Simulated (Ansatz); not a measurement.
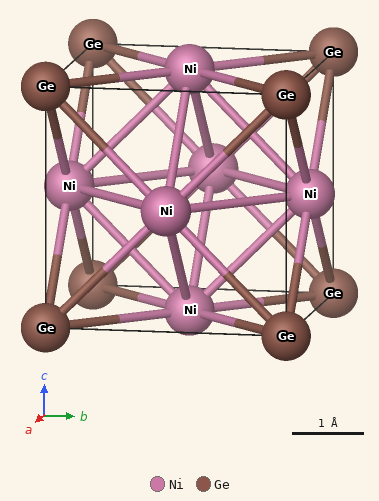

Phonons of crystalline Ni3Ge, at the zone centre. A ball-and-stick model of the cell of the calculation, seen slightly off an axis.

Theory: Ansatz 0.2.0, DFT LDA, scalar-relativistic, plane waves, PAW. Set-up: plane-wave cutoff 420 eV; k-point mesh 12 × 12 × 12; occupations fermi dirac; smearing width 0.15 eV; no spin polarisation.

The frequencies depend somewhat on the k-mesh and the smearing.

**Which optical modes does it have, at what frequencies, and is it stable there?**

The calculation's cell holds 4 atoms, so there are 9 optical modes, in 3 levels. The optical modes span 2T₁u + T₂u. No level is unstable.

```json
{"level": "1", "symmetry": "T₁u", "frequency (cm⁻¹)": "175", "activity": "infrared-active"}
{"level": "2", "symmetry": "T₂u", "frequency (cm⁻¹)": "199", "activity": "silent"}
{"level": "3", "symmetry": "T₁u", "frequency (cm⁻¹)": "305", "activity": "infrared-active"}
```

The crystal is a metal, so free carriers screen the infrared response.

The modes drawn as arrows (one member of each degenerate set):

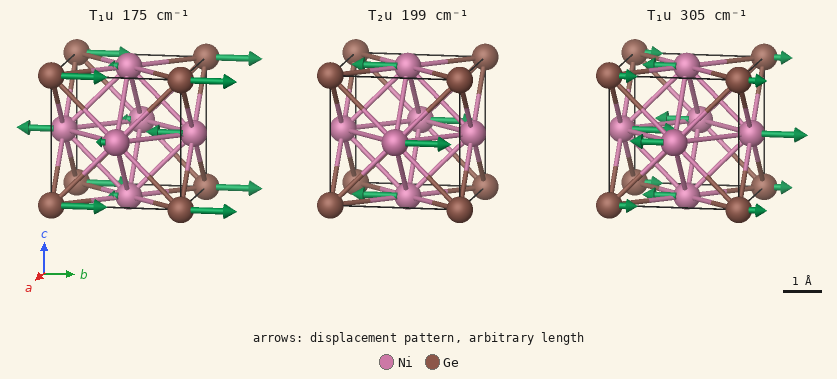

Limits of the set-up: an element that often carries a moment was run without spin polarisation.
